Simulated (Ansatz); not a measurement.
Mo7S17 (charge +1): geometry relaxation (part 4 of 4)

The same run, continued: Mo7S17 (defect cell, 24 atoms in the cell, total charge +1); DFT PBE+D3(BJ), scalar-relativistic, plane waves, PAW, spin-polarised (Ansatz 0.2.0); cutoff 420 eV, 3×3×2 k-mesh, Gaussian smearing of 0.01 eV, collinear spins. The structure derives from a Materials Project entry. It belongs to a series of runs on one base structure; here: S on a Mo site (d), charge +1, atoms relaxed at the host's cell.

Geometry of the input (Å; fractional positions):
```
3.1493  -5.4547  0.0000
-6.2986  -0.0000  0.0000
0.0000  0.0000  -12.0928
S  0.3333  0.1667  0.7500
Mo 0.8333  0.1666  0.7500
Mo 0.3334  0.6667  0.7500
Mo 0.8333  0.6667  0.7500
Mo 0.1667  0.3333  0.2500
Mo 0.6666  0.3333  0.2500
Mo 0.1667  0.8334  0.2500
Mo 0.6667  0.8333  0.2500
S  0.1693  0.3307  0.6243
S  0.6615  0.3307  0.6243
S  0.1693  0.8385  0.6243
S  0.6667  0.8333  0.6211
S  0.3333  0.1667  0.1206
S  0.8335  0.1670  0.1203
S  0.3330  0.6665  0.1203
S  0.8335  0.6665  0.1203
S  0.1693  0.3307  0.8757
S  0.6615  0.3307  0.8757
S  0.1693  0.8385  0.8757
S  0.6667  0.8333  0.8789
S  0.3333  0.1667  0.3794
S  0.8335  0.1670  0.3797
S  0.3330  0.6665  0.3797
S  0.8335  0.6665  0.3797
```

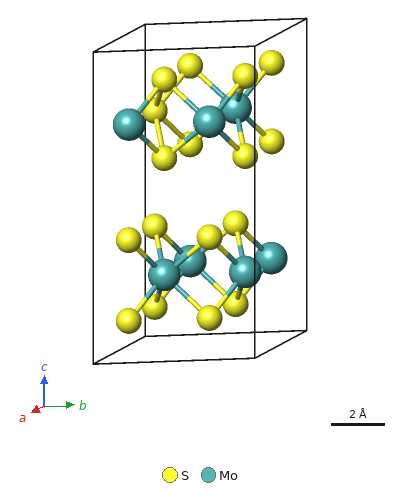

**Figure 1.** The geometry at step 3 of the log (ball-and-stick view of the cell of the calculation, seen slightly off an axis).

## Trajectory as extended XYZ, continued
```
24
Lattice="3.1493 -5.4547 0.0000 -6.2986 -0.0000 0.0000 0.0000 0.0000 -12.0928" Properties=species:S:1:pos:R:3:forces:R:3 step=2 energy=-50061.82023
S     0.0000   -1.8182   -9.0696    0.0000   0.0000   0.0000
Mo    1.5595   -4.5544   -9.0696    0.0547   0.0316   0.0000
Mo   -3.1493   -1.8007   -9.0696    0.0000  -0.0632   0.0000
Mo   -1.5595   -4.5544   -9.0696   -0.0547   0.0316   0.0000
Mo   -1.5762   -0.9082   -3.0232    0.0217  -0.0125   0.0000
Mo    0.0000   -3.6382   -3.0232    0.0000   0.0250   0.0000
Mo   -4.7224   -0.9082   -3.0232   -0.0217  -0.0125   0.0000
Mo   -3.1493   -3.6365   -3.0232    0.0000   0.0000   0.0000
S    -1.5572   -0.9192   -7.5498   -0.0381   0.0220   0.0452
S     0.0000   -3.6163   -7.5498    0.0000  -0.0440   0.0452
S    -4.7414   -0.9192   -7.5498    0.0381   0.0220   0.0452
S    -3.1493   -3.6365   -7.5259    0.0000   0.0000   0.0970
S     0.0000   -1.8182   -1.4673    0.0000   0.0000   0.0368
S     1.5752   -4.5453   -1.4584   -0.0098  -0.0056   0.0224
S    -3.1493   -1.8188   -1.4584    0.0000   0.0113   0.0224
S    -1.5752   -4.5453   -1.4584    0.0098  -0.0056   0.0224
S    -1.5572   -0.9192  -10.5895   -0.0381   0.0220  -0.0452
S     0.0000   -3.6163  -10.5895    0.0000  -0.0440  -0.0452
S    -4.7414   -0.9192  -10.5895    0.0381   0.0220  -0.0452
S    -3.1493   -3.6365  -10.6134    0.0000   0.0000  -0.0970
S     0.0000   -1.8182   -4.5792    0.0000   0.0000  -0.0368
S     1.5752   -4.5453   -4.5880   -0.0098  -0.0056  -0.0224
S    -3.1493   -1.8188   -4.5880    0.0000   0.0113  -0.0224
S    -1.5752   -4.5453   -4.5880    0.0098  -0.0056  -0.0224
24
Lattice="3.1493 -5.4547 0.0000 -6.2986 -0.0000 0.0000 0.0000 0.0000 -12.0928" Properties=species:S:1:pos:R:3:forces:R:3 step=3 energy=-50061.82272
S     0.0000   -1.8182   -9.0696    0.0000   0.0000   0.0000
Mo    1.5629   -4.5524   -9.0696   -0.0044  -0.0025   0.0000
Mo   -3.1493   -1.8047   -9.0696    0.0000   0.0051   0.0000
Mo   -1.5629   -4.5524   -9.0696    0.0044  -0.0025   0.0000
Mo   -1.5747   -0.9091   -3.0232   -0.0053   0.0031   0.0000
Mo    0.0000   -3.6366   -3.0232    0.0000  -0.0061   0.0000
Mo   -4.7238   -0.9091   -3.0232    0.0053   0.0031   0.0000
Mo   -3.1493   -3.6365   -3.0232    0.0000   0.0000   0.0000
S    -1.5614   -0.9167   -7.5477   -0.0042   0.0024   0.0072
S     0.0000   -3.6212   -7.5477    0.0000  -0.0049   0.0072
S    -4.7371   -0.9167   -7.5477    0.0042   0.0024   0.0072
S    -3.1493   -3.6365   -7.5178    0.0000   0.0000   0.0100
S     0.0000   -1.8182   -1.4643    0.0000   0.0000   0.0054
S     1.5745   -4.5457   -1.4579   -0.0011  -0.0007   0.0014
S    -3.1493   -1.8181   -1.4579    0.0000   0.0013   0.0014
S    -1.5745   -4.5457   -1.4579    0.0011  -0.0007   0.0014
S    -1.5614   -0.9167  -10.5915   -0.0042   0.0024  -0.0072
S     0.0000   -3.6212  -10.5915    0.0000  -0.0049  -0.0072
S    -4.7371   -0.9167  -10.5915    0.0042   0.0024  -0.0072
S    -3.1493   -3.6365  -10.6215    0.0000   0.0000  -0.0100
S     0.0000   -1.8182   -4.5821    0.0000   0.0000  -0.0054
S     1.5745   -4.5457   -4.5885   -0.0011  -0.0007  -0.0014
S    -3.1493   -1.8181   -4.5885    0.0000   0.0013  -0.0014
S    -1.5745   -4.5457   -4.5885    0.0011  -0.0007  -0.0014
```

## Summary

| quantity | value |
| --- | --- |
| outcome | converged |
| electrons treated | 199 |
| free energy | −50061.8227 eV |
| Fermi energy | 10.418 eV |
| gap on the k-point mesh | none (metallic) |
| net moment of the cell | 0.22 μB |
| integrated absolute moment | 0.29 μB |
| final volume | 415.47 Å³ |
| largest force (length of the vector) at the end | 0.010 eV/Å |
| hardware | 4 threads of AMD EPYC (Zen 3), 32 GiB of memory available, shared host |
| wall time | 46 s (CPU time 3 min) |
| peak memory | 1.4 GiB |

The cell is charged and computed with a neutralising background, so its energy and pressure depend on the cell and aren't those of a real crystal.
